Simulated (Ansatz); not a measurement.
Run report: Ga26P27 (charge −3), field-gradient calculation (part 3 of 3)

The same run, continued: Ga26P27 (defect cell, 53 atoms in the cell, total charge −3); DFT, PBE, plane-wave PAW, default files, scalar-relativistic, no spin polarisation (Ansatz 0.2.0); cutoff 420 eV, 2×2×2 k-mesh, Fermi–Dirac smearing of 0.01 eV. The structure derives from an entry of the Crystallography Open Database. It belongs to a series of runs on one base structure; here: Ga vacancy, charge -3, host positions.

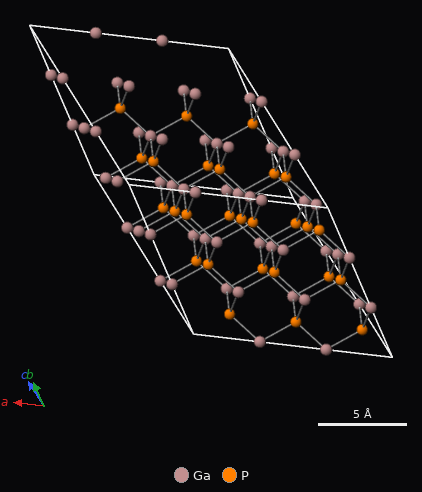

The structure as given in the input (ball-and-stick view of the cell of the calculation, seen at an oblique angle). An atom can appear more than once, as a periodic image.

Input file:
```yaml
crystal:
  lattice:
    - [0.0, 8.17575, 8.17575]
    - [8.17575, 0.0, 8.17575]
    - [8.17575, 8.17575, 0.0]
  atoms:
    - { symbol: Ga, position: [0.0, 0.0, 0.3333333333] }
    - { symbol: Ga, position: [0.0, 0.0, 0.6666666667] }
    - { symbol: Ga, position: [0.0, 0.3333333333, 0.0] }
    - { symbol: Ga, position: [0.0, 0.3333333333, 0.3333333333] }
    - { symbol: Ga, position: [0.0, 0.3333333333, 0.6666666667] }
    - { symbol: Ga, position: [0.0, 0.6666666667, 0.0] }
    - { symbol: Ga, position: [0.0, 0.6666666667, 0.3333333333] }
    - { symbol: Ga, position: [0.0, 0.6666666667, 0.6666666667] }
    - { symbol: Ga, position: [0.3333333333, 0.0, 0.0] }
    - { symbol: Ga, position: [0.3333333333, 0.0, 0.3333333333] }
    - { symbol: Ga, position: [0.3333333333, 0.0, 0.6666666667] }
    - { symbol: Ga, position: [0.3333333333, 0.3333333333, 0.0] }
    - { symbol: Ga, position: [0.3333333333, 0.3333333333, 0.3333333333] }
    - { symbol: Ga, position: [0.3333333333, 0.3333333333, 0.6666666667] }
    - { symbol: Ga, position: [0.3333333333, 0.6666666667, 0.0] }
    - { symbol: Ga, position: [0.3333333333, 0.6666666667, 0.3333333333] }
    - { symbol: Ga, position: [0.3333333333, 0.6666666667, 0.6666666667] }
    - { symbol: Ga, position: [0.6666666667, 0.0, 0.0] }
    - { symbol: Ga, position: [0.6666666667, 0.0, 0.3333333333] }
    - { symbol: Ga, position: [0.6666666667, 0.0, 0.6666666667] }
    - { symbol: Ga, position: [0.6666666667, 0.3333333333, 0.0] }
    - { symbol: Ga, position: [0.6666666667, 0.3333333333, 0.3333333333] }
    - { symbol: Ga, position: [0.6666666667, 0.3333333333, 0.6666666667] }
    - { symbol: Ga, position: [0.6666666667, 0.6666666667, 0.0] }
    - { symbol: Ga, position: [0.6666666667, 0.6666666667, 0.3333333333] }
    - { symbol: Ga, position: [0.6666666667, 0.6666666667, 0.6666666667] }
    - { symbol: P, position: [0.0833333333, 0.0833333333, 0.0833333333] }
    - { symbol: P, position: [0.0833333333, 0.0833333333, 0.4166666667] }
    - { symbol: P, position: [0.0833333333, 0.0833333333, 0.75] }
    - { symbol: P, position: [0.0833333333, 0.4166666667, 0.0833333333] }
    - { symbol: P, position: [0.0833333333, 0.4166666667, 0.4166666667] }
    - { symbol: P, position: [0.0833333333, 0.4166666667, 0.75] }
    - { symbol: P, position: [0.0833333333, 0.75, 0.0833333333] }
    - { symbol: P, position: [0.0833333333, 0.75, 0.4166666667] }
    - { symbol: P, position: [0.0833333333, 0.75, 0.75] }
    - { symbol: P, position: [0.4166666667, 0.0833333333, 0.0833333333] }
    - { symbol: P, position: [0.4166666667, 0.0833333333, 0.4166666667] }
    - { symbol: P, position: [0.4166666667, 0.0833333333, 0.75] }
    - { symbol: P, position: [0.4166666667, 0.4166666667, 0.0833333333] }
    - { symbol: P, position: [0.4166666667, 0.4166666667, 0.4166666667] }
    - { symbol: P, position: [0.4166666667, 0.4166666667, 0.75] }
    - { symbol: P, position: [0.4166666667, 0.75, 0.0833333333] }
    - { symbol: P, position: [0.4166666667, 0.75, 0.4166666667] }
    - { symbol: P, position: [0.4166666667, 0.75, 0.75] }
    - { symbol: P, position: [0.75, 0.0833333333, 0.0833333333] }
    - { symbol: P, position: [0.75, 0.0833333333, 0.4166666667] }
    - { symbol: P, position: [0.75, 0.0833333333, 0.75] }
    - { symbol: P, position: [0.75, 0.4166666667, 0.0833333333] }
    - { symbol: P, position: [0.75, 0.4166666667, 0.4166666667] }
    - { symbol: P, position: [0.75, 0.4166666667, 0.75] }
    - { symbol: P, position: [0.75, 0.75, 0.0833333333] }
    - { symbol: P, position: [0.75, 0.75, 0.4166666667] }
    - { symbol: P, position: [0.75, 0.75, 0.75] }
total_charge: -3
kpoints:
  mp_grid: { grid: [2, 2, 2] }
scf:
  occupations: { method: fermi_dirac, width: 0.01 }
hamiltonian:
  xc: pbe
  pseudopotentials: { kind: paw }
output:
  forces: true
  stress: true
  populations: true
  efg: { quadrupole_moments_barn: { Ga: 0.107 }, contact_densities: true }
```

Launch command:
```bash
ansatz run input.yaml --threads 4 --pin off --max-ram 8192MiB --backend cpu --events-out ev --progress --plain --runs-dir out
```

Summary:

```tsv
quantity	value
outcome	converged
electrons treated	476
free energy	−118758.2401 eV
Fermi energy	8.087 eV
gap on the k-point mesh	0.54 eV
pressure	1.60 GPa
field gradient V_zz (10²¹ V/m²)	Ga −3.25, Ga −3.25, Ga −3.25, Ga 1.01, Ga −3.25, Ga −3.25, Ga −3.25, Ga 0.84 (the first 8 of 53 sites)
largest force (length of the vector)	1.082 eV/Å
hardware	4 threads of Arm Neoverse V1, 24 GiB of memory available, shared host
wall time	48 s (CPU time 3 min)
peak memory	4.5 GiB
```

Notes:

The cell is charged and computed with a neutralising background, so its energy and pressure depend on the cell and aren't those of a real crystal.
